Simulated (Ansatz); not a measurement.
# Run report: AlAs, single-point calculation

AlAs (slab, 4 atoms in the cell), computed with DFT PBE, scalar-relativistic, plane waves, PAW, PAW set soft_1, no spin polarisation (Ansatz 0.2.0).

The structure derives from an entry of the Crystallography Open Database. Figures and captions count atoms from 1; the log counts them from 0 in places.

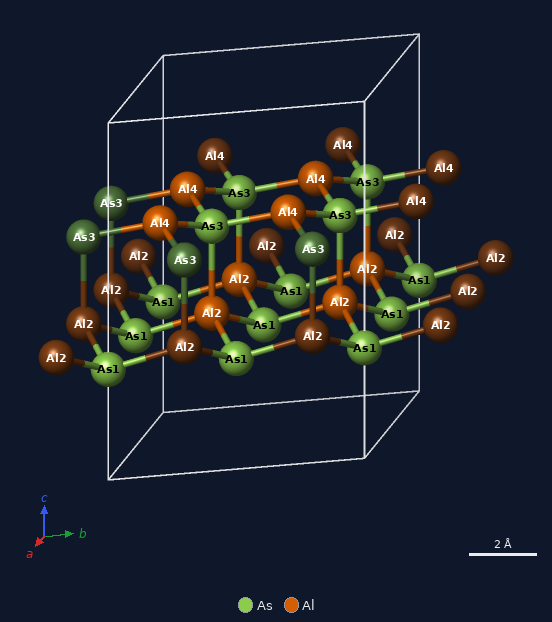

Figure 1. The structure as given in the input (ball-and-stick view of the 2 × 2 repeat of the cell, with the vacuum cut short, seen slightly off an axis; neighbours outside the cell are drawn fainter; atoms are numbered from 1 in the order of the input). An atom can appear more than once, as a periodic image. Near neighbours in the periodic cell (some may lie outside the picture): As has 3 Al at 2.48 Å; Al has 4 As at 2.48 to 2.70 Å; As has 4 Al at 2.40 to 2.70 Å; Al has 3 As at 2.40 Å.

Input file
```yaml
crystal:
  lattice:
    - [4.0498608248, 0.0, 0.0]
    - [-2.0249304124, 3.5072823561, 0.0]
    - [0.0, 0.0, 19.5833432333]
  atoms:
    - { symbol: As, position: [0.0, 0.0, 0.2042552159] }
    - { symbol: Al, position: [0.3333333333, 0.6666666667, 0.2464683544] }
    - { symbol: As, position: [0.3333333333, 0.6666666667, 0.3841117641] }
    - { symbol: Al, position: [0.6666666667, 0.3333333333, 0.4127662543] }
basis:
  ecutwfc: 420
kpoints:
  mp_grid: { grid: [9, 9, 1] }
hamiltonian:
  xc: pbe
  pseudopotentials: { kind: paw, azcp: { folder: soft_1 } }
scf:
  occupations: { method: gaussian, width: 0.05 }
output:
  forces: true
  eigenvalues: true
  write_density: true
  write_potential: true
  elf: true
  volumetric_format: npy
efield:
  axis: 3
  dipole_correction: true
  ramp_width: 0.04
```

Hardware: 1 thread of Arm Neoverse V1, 24 GiB of memory available, shared host.

Launched with:
```bash
ansatz run input.yaml --threads 1 --pin off --max-ram 3072MiB --backend cpu --events-out ev --progress --plain --runs-dir out
```

The program's output
```
Engine: ansatz 0.2.0, aarch64-unknown-linux-gnu
Pseudopotentials: kind: paw
Pseudopotential: As, paw, valence charge 15, recommended cutoff 420 eV (normal), [file]
Pseudopotential: Al, paw, valence charge 3, recommended cutoff 420 eV (normal), [file]
Functional definition: PBE
  parameter kappa = 0.804
  parameter beta = 0.06672455060314922
  exchange = pbe_x(kappa = kappa, mu = beta*pi^2/3)
  correlation = pbe_c(beta = beta)
Crystal: 4 atoms, lattice volume = 278.162 Å³
Basis set: ecut = 420 eV, 5465 PW (Γ), exchange–correlation on 60×60×270 points (8 copies of the dense FFT grid, shifted against one another)
Bands: 22, of which v1, the nominal top of the filled ones, is band 18 counted from 1 (17 counted from 0)
Symmetry: 6 space group operations
Space group: P3m1 (ITA 156), of the structure as read, at distance tolerance 6.5e-5 Å
k-points: 12 of 81 (time reversal used)
Non-local potential: As, projectors of the file, l = 0: 2, l = 1: 2, l = 2: 3, l = 3: 1
Non-local potential: Al, projectors of the file, l = 0: 2, l = 1: 2, l = 2: 1
PAW form: soft (Blöchl's): semilocal exchange-correlation on the pseudo side does not see the compensation charge
PAW one-centre angular grid: As, 590 points (default); XC on 64 Gauss nodes
PAW one-centre angular grid: Al, 110 points (default); XC on 64 Gauss nodes
Initial density: superposition of atomic densities (neutral atoms: chi_scale 0, normalization atom)
Initial wavefunctions: pseudopotential atomic-orbital guess
Functional: x = pbe(κ = 0.804, μ = 0.2195149727645171), c = pbe(β = 0.06672455060314922)
SCF iter   1: F=—  HF=-10788.588032 eV  |F-HF|=—  |Δ(HF+E_count)|=         —  Δρ=2.36e-2  dr2=5.96e0  ethr=3.10e-3  p=0.000 e·Å  D=7.43e-8 V/Å  ΔV_dip=-0.00 eV  dr2_dipole=1.67e0  V_vac-E_F(+/−)=5.95/5.95 eV  ⟨swp⟩=7.3  Hψ=1419  notcnv=0
efield: sawtooth ramp at fractional position 0.7885 (placed from the atoms, in the widest stretch of the axis that holds none; the zero of the levels goes with the place), width 0.0400; the density the first Hamiltonian is built on has a dipole p = 0.000 e·Å; the dipole correction subtracts the counter field D = 7.43e-8 V/Å, which shifts the + side's vacuum level by -0.00 eV against the − side's; the planar-averaged density in the ramp window peaks in size at 3.8e-7 e/Å³
preconditioner: auto → Resta (q_TF=auto, 1.940 Å⁻¹)  ε∞=2.2  [insulator: Δε(μ)=2.003 eV  Ē_g=8.005 eV  σ=0.050 eV  W_gap=1.00  n_scr=42 (ndim 8)  ℏωp=8.9 eV  f_vac=0.580  D(μ)=0.00/eV (n_scr^D=0)  ε∞_Penn≈2.2  vacuum switching on, ρ_ref=4.6e-3 e/Å³]
SCF iter   2: F=—  HF=-10790.710829 eV  |F-HF|=—  |Δ(HF+E_count)|=    2.12e0  Δρ=3.53e-2  dr2=7.32e1  ethr=3.10e-3  p=0.529 e·Å  D=3.44e-1 V/Å  ΔV_dip=-6.74 eV  dr2_dipole=3.25e1  V_vac-E_F(+/−)=1.26/8.00 eV  ⟨swp⟩=5.3  Hψ=616  notcnv=0  recentre
preconditioner: auto → LDOS  [metal: Δε(μ)=0.041 eV  Ē_g=6.651 eV  σ=0.050 eV  W_gap=0.44  n_scr=42 (ndim 8)  ℏωp=8.8 eV  f_vac=0.584  D(μ)=5.45/eV (n_scr^D=28)  β→1.0]
SCF iter   3: F=—  HF=-10788.233583 eV  |F-HF|=—  |Δ(HF+E_count)|=    2.48e0  Δρ=1.90e-2  dr2=4.30e0  ethr=3.10e-3  p=0.027 e·Å  D=1.77e-2 V/Å  ΔV_dip=-0.35 eV  dr2_dipole=1.29e0  V_vac-E_F(+/−)=5.53/5.88 eV  ⟨swp⟩=4.0  Hψ=556  notcnv=0  defer=1
SCF iter   4: F=—  HF=-10787.704135 eV  |F-HF|=—  |Δ(HF+E_count)|=   5.29e-1  Δρ=1.29e-2  dr2=1.62e0  ethr=3.10e-3  p=0.129 e·Å  D=8.39e-2 V/Å  ΔV_dip=-1.64 eV  dr2_dipole=4.21e-1  V_vac-E_F(+/−)=4.34/5.98 eV  ⟨swp⟩=2.8  Hψ=414  notcnv=0
SCF iter   5: F=—  HF=-10787.802293 eV  |F-HF|=—  |Δ(HF+E_count)|=   9.82e-2  Δρ=1.36e-2  dr2=8.68e0  ethr=3.10e-3  p=0.303 e·Å  D=1.97e-1 V/Å  ΔV_dip=-3.86 eV  dr2_dipole=3.77e0  V_vac-E_F(+/−)=2.10/5.97 eV  ⟨swp⟩=3.8  Hψ=606  notcnv=0  recentre
SCF iter   6: F=—  HF=-10787.450389 eV  |F-HF|=—  |Δ(HF+E_count)|=   3.52e-1  Δρ=2.04e-3  dr2=2.25e-1  ethr=3.10e-3  p=0.220 e·Å  D=1.43e-1 V/Å  ΔV_dip=-2.80 eV  dr2_dipole=9.64e-2  V_vac-E_F(+/−)=2.82/5.61 eV  ⟨swp⟩=1.9  Hψ=372  notcnv=0
SCF iter   7: F=—  HF=-10787.443291 eV  |F-HF|=—  |Δ(HF+E_count)|=   7.10e-3  Δρ=1.15e-3  dr2=6.91e-2  ethr=6.26e-4  p=0.213 e·Å  D=1.38e-1 V/Å  ΔV_dip=-2.71 eV  dr2_dipole=3.04e-2  V_vac-E_F(+/−)=2.87/5.57 eV  ⟨swp⟩=1.8  Hψ=280  notcnv=0  defer=1
SCF iter   8: F=—  HF=-10787.440319 eV  |F-HF|=—  |Δ(HF+E_count)|=   2.97e-3  Δρ=5.76e-4  dr2=1.72e-2  ethr=1.92e-4  p=0.206 e·Å  D=1.34e-1 V/Å  ΔV_dip=-2.62 eV  dr2_dipole=7.59e-3  V_vac-E_F(+/−)=2.92/5.53 eV  ⟨swp⟩=1.4  Hψ=268  notcnv=0  defer=1
SCF iter   9: F=—  HF=-10787.439277 eV  |F-HF|=—  |Δ(HF+E_count)|=   1.04e-3  Δρ=2.63e-4  dr2=3.43e-3  ethr=4.79e-5  p=0.201 e·Å  D=1.30e-1 V/Å  ΔV_dip=-2.56 eV  dr2_dipole=1.54e-3  V_vac-E_F(+/−)=2.97/5.52 eV  ⟨swp⟩=1.1  Hψ=264  notcnv=0  defer=1
SCF iter  10: F=—  HF=-10787.439039 eV  |F-HF|=—  |Δ(HF+E_count)|=   2.38e-4  Δρ=9.06e-5  dr2=3.85e-4  ethr=9.52e-6  p=0.198 e·Å  D=1.29e-1 V/Å  ΔV_dip=-2.52 eV  dr2_dipole=1.61e-4  V_vac-E_F(+/−)=3.00/5.51 eV  ⟨swp⟩=1.0  Hψ=263  notcnv=0  defer=1
SCF iter  11: F=—  HF=-10787.439013 eV  |F-HF|=—  |Δ(HF+E_count)|=   2.60e-5  Δρ=4.19e-5  dr2=7.26e-5  ethr=1.07e-6  p=0.197 e·Å  D=1.28e-1 V/Å  ΔV_dip=-2.51 eV  dr2_dipole=3.21e-5  V_vac-E_F(+/−)=3.01/5.51 eV  ⟨swp⟩=1.4  Hψ=268  notcnv=0  defer=1
SCF iter  12: F=—  HF=-10787.439021 eV  |F-HF|=—  |Δ(HF+E_count)|=   7.32e-6  Δρ=6.12e-6  dr2=6.19e-7  ethr=2.02e-7  p=0.196 e·Å  D=1.28e-1 V/Å  ΔV_dip=-2.50 eV  dr2_dipole=2.26e-7  V_vac-E_F(+/−)=3.01/5.51 eV  ⟨swp⟩=1.9  Hψ=293  notcnv=0  defer=1
SCF iter  13: F=-10787.439021 eV  HF=-10787.439021 eV  |F-HF|=1.48e-8  |Δ(HF+E_count)|=   6.45e-8  Δρ=1.82e-6  dr2=2.35e-8  ethr=2.78e-10  p=0.196 e·Å  D=1.28e-1 V/Å  ΔV_dip=-2.50 eV  dr2_dipole=2.38e-9  V_vac-E_F(+/−)=3.01/5.51 eV  ⟨swp⟩=11.8  Hψ=2221  notcnv=0
SCF 1 converged in 13 iterations: F = -10787.439021 eV  dr2 = 2.35e-8
  greatest PAW one-centre occupation: 0.999 electrons in one spin orbital (limit 2), on the As atom at site 0 (counted from 0), in its partial waves of l = 2
```

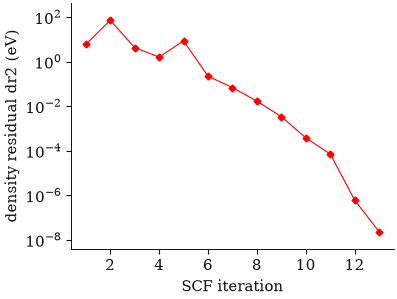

Figure 2. Convergence of the self-consistent field: density residual dr2 against the SCF iteration. The residual falls unevenly and jumps up by a factor of two or more 2 times on the way down.

```
SCF converged after 13 iterations
Free energy (F): -10787.439021 eV
Harris-Foulkes:  -10787.439021 eV  (|F-HF|=1.48e-8)
Internal energy: -10787.438985 eV  (E = F + TS)
E sigma→0 (E₀):  -10787.439003 eV
Entropy (-TS):   -0.000035 eV (-0.009 meV/atom)
Fermi energy:    -0.607831 eV
Dipole field:    D = 0.127584 V/Å  (p = 0.196125 e·Å, saw-weighted, corrected)
Work function:   Φ+ = 3.0127 eV   Φ− = 5.5112 eV
Levels:          The Fermi level and band energies are counted from a zero that moves with the ramp; work functions are not
--- Per-component energies (eV) ---
  E_band       = -808.530230
  E_kinetic    = 236.046268
  E_local      = -17300.960858  (includes V_loc(G=0)·N_el)
  E_nonlocal   = -766.151582
  E_hartree    = 8727.646312
  E_xc         = -213.388251
  E_vxc        = -201.963750  (∫ρ·V_xc dr)
  E_paw        = -4965.648782  (= ΣΔE_a)
  E_vpaw       = -231.579763  (= ΣTr[D̂ρ^β])
  E_aug_tail   = -0.000014  (compensation charges beyond the density's cutoff)
  E_efield     = 0.012511  (sawtooth field / dipole correction)
  E_vefield    = 0.782521  (∫n·V_field dr)
  E_ewald      = 3495.005411
  E_smearing   = -0.000035  (= −TS)
  E_closure    = -0.000000  (closes the sum)
  Σ components = -10787.439021   (vs F -10787.439021, Δ=0.00e0)
--- Forces (eV/Å), atoms counted from 1 ---
  atom   1  As     0.00000000    -0.00000000     0.72217995
  atom   2  Al    -0.00000000     0.00000000    -0.72077611
  atom   3  As     0.00000000    -0.00000000     0.00870266
  atom   4  Al     0.00000000     0.00000000    -0.01006549
  max |Σ_I F_I| component: 4.10e-5 eV/Å
--- Band table (eV; the first three rows and the last of 12) ---
  k-point 0: bands = ["-36.7608", "-36.7554", "-36.7554", "-36.7476", "-36.7476", "-34.9118", "-34.9043", "-34.9043", "-34.8846", "-34.8846", "-13.4438", "-11.2239", "-5.6265", "-2.9844", "-2.9844", "-2.4827", "-0.7038", "-0.7038", "-0.3019", "0.5296", "1.8866", "2.3611"]
  k-point 1: bands = ["-36.7607", "-36.7555", "-36.7553", "-36.7477", "-36.7476", "-34.9117", "-34.9044", "-34.9043", "-34.8846", "-34.8844", "-13.3488", "-11.1294", "-5.5703", "-3.9177", "-3.1538", "-2.3023", "-1.4927", "-0.8745", "0.1170", "0.8564", "2.2302", "2.4138"]
  k-point 2: bands = ["-36.7605", "-36.7555", "-36.7551", "-36.7477", "-36.7475", "-34.9115", "-34.9045", "-34.9043", "-34.8846", "-34.8841", "-13.0836", "-10.8661", "-5.7196", "-4.9806", "-3.5156", "-3.0223", "-1.7314", "-1.2416", "0.1165", "0.8296", "2.4056", "2.9576"]
  k-point 11: bands = ["-36.7599", "-36.7553", "-36.7549", "-36.7476", "-36.7476", "-34.9110", "-34.9046", "-34.9045", "-34.8840", "-34.8838", "-12.2201", "-10.0199", "-7.3085", "-5.6100", "-5.5409", "-3.4975", "-3.1939", "-1.0615", "-0.5119", "2.3202", "2.4214", "3.3440"]
```

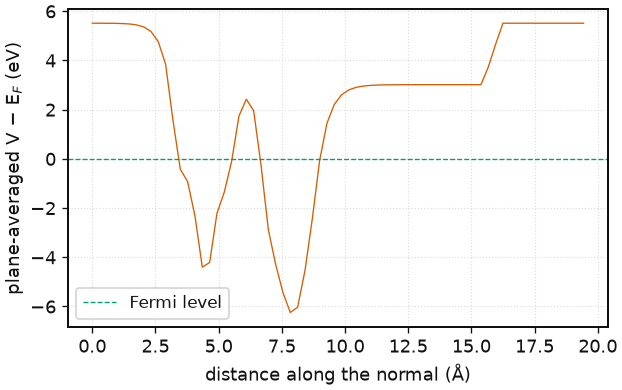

Figure 3. Plane average of the electrostatic potential energy of an electron across the cell, from the Fermi level. The vacuum level lies 3.01 eV above the Fermi level on the upper side and 5.51 eV on the lower.

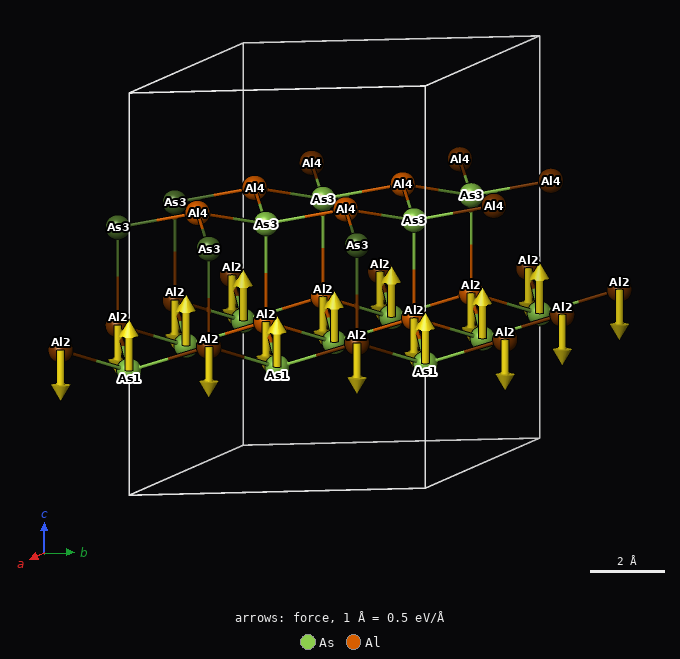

Figure 4. Forces on the atoms as yellow arrows (ball-and-stick view of the 2 × 2 repeat of the cell, with the vacuum cut short, seen slightly off an axis; neighbours outside the cell are drawn fainter; atoms are numbered from 1 in the order of the input); the smallest are left out. The largest act on As1 (0.72 eV/Å); Al2 (0.72 eV/Å). The geometry is not a stationary point of this energy.

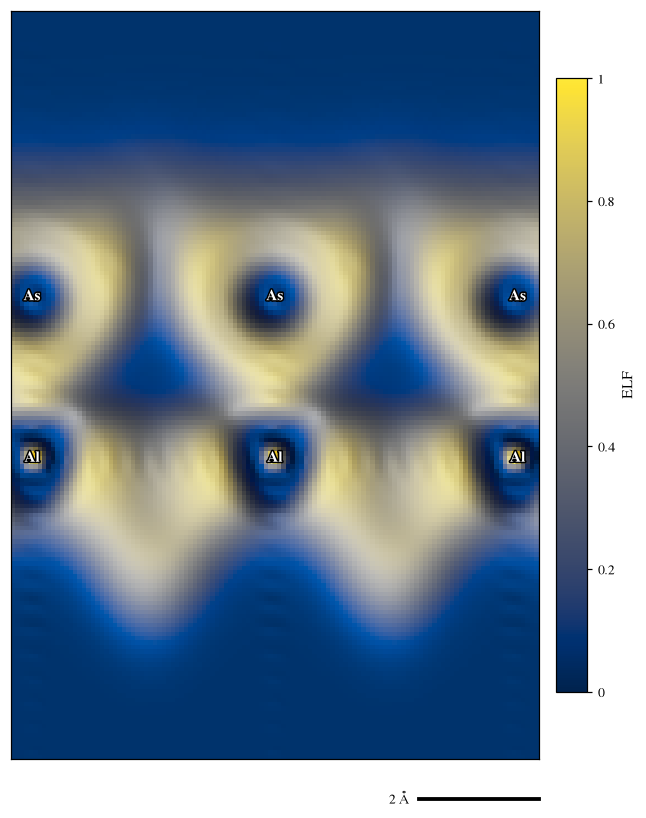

Figure 5. Electron localisation function on the (010) plane of the calculation cell, a cut from vacuum to vacuum. The section cuts through Al and As sites. In a PAW calculation such maps are meaningful between the atoms, not at the nuclei.

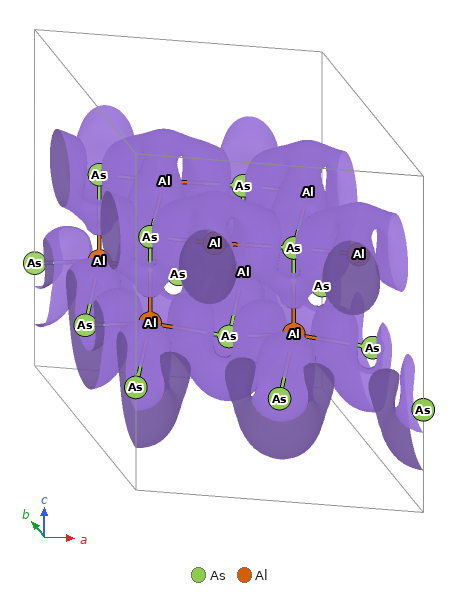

Figure 6. Isosurface of the ELF at 0.65 (purple), seen at an oblique angle. Core shells and regions of very low density are left out. Sticks mark near contacts. Along the contacts the grid gives the following. Al–As (2.40 Å): the ELF peaks at about 0.90 between the atoms, which marks localised, shared-pair bonding. Al–As (2.48 Å): the ELF peaks at about 0.90 between the atoms, as expected for localised, shared-pair bonding.

Key numbers

| quantity | value |
| --- | --- |
| outcome | converged |
| electrons treated | 36 |
| free energy | −10787.4390 eV |
| work function, top face | 3.01 eV |
| work function, bottom face | 5.51 eV |
| Fermi energy | −0.608 eV |
| gap on the k-point mesh | 0.19 eV |
| work function (upper face) | 3.01 eV |
| largest force (length of the vector) | 0.722 eV/Å |
| wall time | 11 s |
| peak memory | 0.42 GiB |
